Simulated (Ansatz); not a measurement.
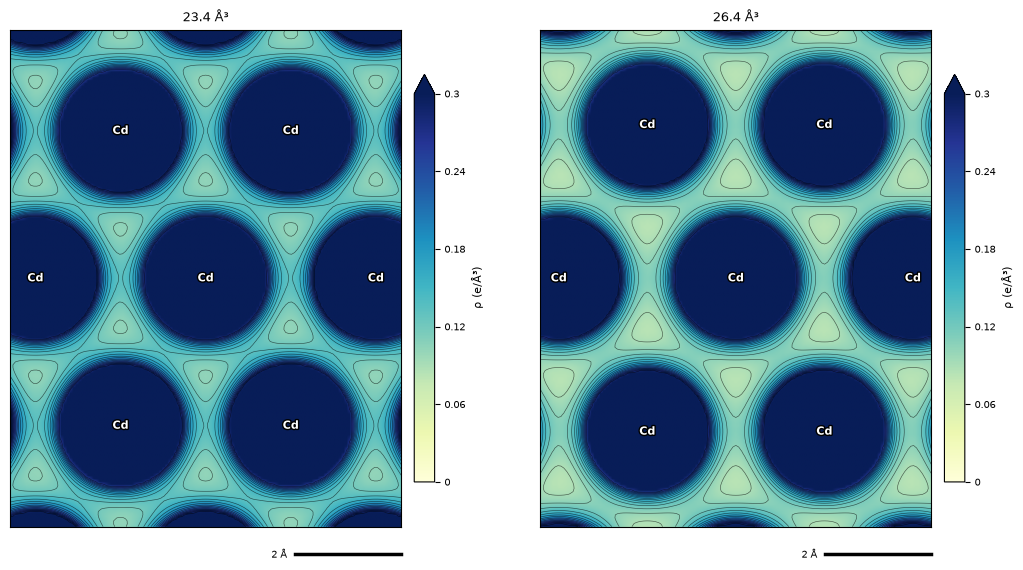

Cd. The valence electron density of cells scaled evenly to different volumes (given per atom above each panel), on the (111) plane of each (indices in the axes of the cell below), at one length scale and on one colour scale.

A generated structure, not necessarily the stable one.

Method: Ansatz 0.2.0, DFT, RPBE, plane waves (420 eV) with PAW, scalar-relativistic.

In a PAW calculation such maps are meaningful between the atoms, not at the nuclei.

The largest cell:

```
Cd
1.0
     0.00000    2.36288    2.36288
     2.36288    0.00000    2.36288
     2.36288    2.36288    0.00000
Cd
1
Direct
  0.00000 0.00000 0.00000
```

| volume (Å³/atom) | Cd–Cd contact in the plane (Å) | ρ at its midpoint (e/Å³) | 
| --- | --- | --- |
| 23.45 | 3.213 | 0.134 | 
| 24.43 | 3.257 | ? | 
| 26.38 | 3.342 | 0.109 | 

Estimate the missing row, and compare with the calculation.

Answer. Over the known rows ln ρ falls by 1.60 per Å of Cd–Cd distance (the line through the two), which gives 0.125 e/Å³ at 3.257 Å; the calculation gives 0.125 e/Å³.
